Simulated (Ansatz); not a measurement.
System: Re, space group Fm-3m (No. 225) (one of a set of cubic test structures, which need not be the stable phase).

One of the inputs:
```
crystal:
  lattice:
    - [0.0, 1.945078142796, 1.945078142796]
    - [1.945078142796, 0.0, 1.945078142796]
    - [1.945078142796, 1.945078142796, 0.0]
  atoms:
    - { symbol: Re, position: [0, 0, 0] }
kpoints:
  mp_grid: { grid: [15, 15, 15] }
hamiltonian:
  xc: r2scan
  pseudopotentials: { kind: paw, source: ansatz }
scf:
  occupations: { method: fermi_dirac, width: 0.1 }
  convergence: { dr2_threshold: "1e-9 eV" }
  max_iter: 300
output:
  forces: true
  stress: true
basis:
  xc_grid: 2
```

Command:
```bash
ansatz run input.yaml --threads 1
```

How it was computed, with Ansatz 0.2.0 development build: equation of state of a cubic crystal from periodic Kohn-Sham density functional theory without spin, third-order Birch-Murnaghan fit to the free energies; pressure corrected for the finite basis. Level: r2SCAN.

```tsv
setting	value
structure type	fcc
atoms in cell	1
space group number	225
lattice centring	face-centred primitive
k mesh	15×15×15
occupation method	Fermi–Dirac
occupation width	0.1 eV
wave cutoff	560 eV
datasets	hand-made PAW
density tolerance	1e-09 eV
bands	19
density cutoff ratio	4
search for lower states	default
xc grid level	2
```

What does the calculation give for the energy above the lowest point and pressure against volume? The volume takes the values 13.82, 14.27, 14.72, 15.17, 15.62 Å³/atom.

A third-order Birch–Murnaghan fit gives V0 = 14.76 Å³/atom, B0 = 385 GPa and B′ = 4.4. The energy above the lowest point is 82.0 meV/atom at volume 13.82 Å³/atom and 53.7 meV/atom at 15.62 Å³/atom; the lowest computed point is at volume 14.72 Å³/atom (0.0 meV/atom). The pressure falls from 29.5 GPa at volume 13.82 Å³/atom to −19.2 GPa at 15.62 Å³/atom, and changes sign near 14.77 Å³/atom.

```
volume (Å³/atom)  energy above the lowest point (meV/atom)  pressure (GPa)
           13.82                                      82.0            29.5
           14.27                                      21.1            14.2
           14.72                                       0.0             1.2
           15.17                                      12.6            -9.8
           15.62                                      53.7           -19.2
```

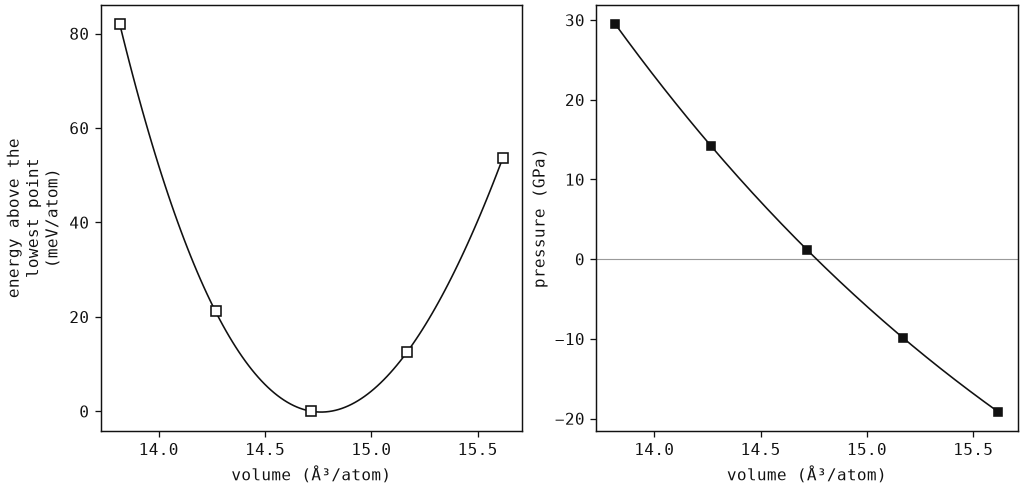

Note: cubic model structure, not the ambient form.
